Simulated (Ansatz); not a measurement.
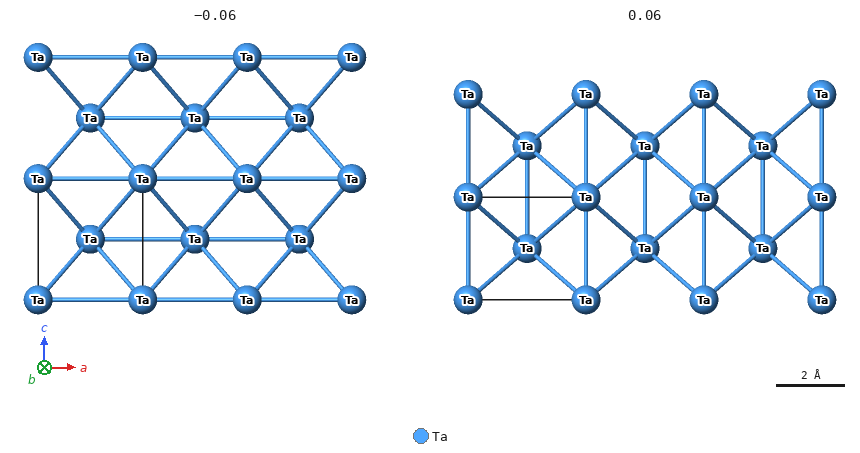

Solid Ta (set up in Im-3m), under biaxial strain in the a–b plane (c relaxed, atoms fixed by symmetry), with energies (extrapolated to zero smearing) counted from the relaxed crystal, which is the row at zero. The picture shows the first and the last member. Style: ball-and-stick. Shown: the cell of the calculation, repeated 3 × 1 × 2 with one cell outlined, along the b axis.

Computed with Ansatz 0.2.0: DFT PBE, scalar-relativistic, plane waves, PAW. Settings: plane-wave cutoff 420 eV; k-point mesh 16 × 16 × 16; occupations gaussian; smearing width 0.1 eV; no spin polarisation; force threshold 0.008 eV/Å.

```json
{"strain": "−0.06", "energy (meV/atom)": "102.44", "a (Å)": "3.120", "c (Å)": "3.618"}
{"strain": "−0.04", "energy (meV/atom)": "44.80", "a (Å)": "3.186", "c (Å)": "3.502"}
{"strain": "−0.02", "energy (meV/atom)": "10.69", "a (Å)": "3.253", "c (Å)": "3.405"}
{"strain": "0.0", "energy (meV/atom)": "0.00", "a (Å)": "3.319", "c (Å)": "3.319"}
{"strain": "0.02", "energy (meV/atom)": "?", "a (Å)": "?", "c (Å)": "?"}
{"strain": "0.04", "energy (meV/atom)": "34.73", "a (Å)": "3.452", "c (Å)": "3.151"}
{"strain": "0.06", "energy (meV/atom)": "64.04", "a (Å)": "3.518", "c (Å)": "3.065"}
```

Question: Estimate the missing row from the others, and compare with the calculation.

Answer: A parabola through three neighbouring rows (0.0, 0.04, 0.06) gives, with Lagrange weights, (0.3333)(0.00) + (1.0000)(34.73) + (−0.3333)(64.04) = 13.39 meV/atom. The calculation gives 9.45 meV/atom (a = 3.385 Å, c = 3.240 Å). The estimate is 3.94 meV/atom too high. The miss is large: three rows don't fix the curve here, or the series isn't smooth. From the first member to the last: Ta–Ta 3.618 → 3.065 Å, Ta–Ta 3.120 → 3.518 Å, Ta–Ta 2.853 → 2.922 Å.

The whole series:

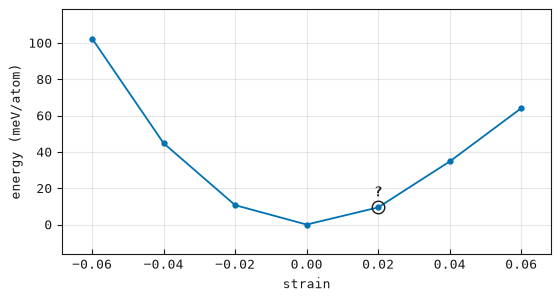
